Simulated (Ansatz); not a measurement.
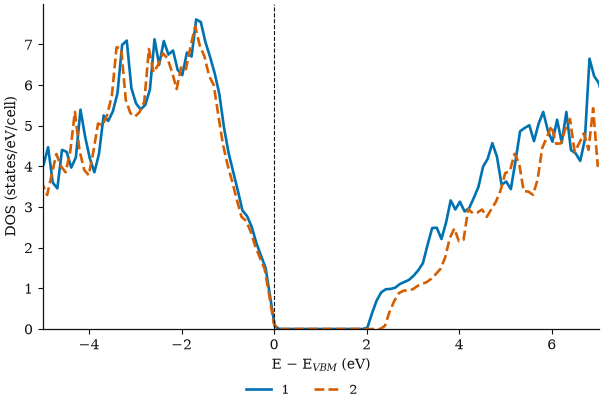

Total densities of states of SiC, space group P6_3mc, 12 atoms in the cell, by two methods on the same cell. Each is counted from its own valence-band top.

Question: Which curve is which? The methods: r2SCAN, PBE.

Answer: 1 is PBE; 2 is r2SCAN. PBE gives a gap of 2.02 eV and r2SCAN gives a gap of 2.38 eV.

Settings. PBE: DFT PBE, scalar-relativistic, plane waves, PAW, no spin polarisation, 12×12×2 k mesh, 420 eV cutoff, Gaussian smearing of 0.02 eV (Ansatz). r2SCAN: DFT r2SCAN, scalar-relativistic, plane waves, PAW, no spin polarisation, 12×12×2 k mesh, 500 eV cutoff (Ansatz 0.2.0).
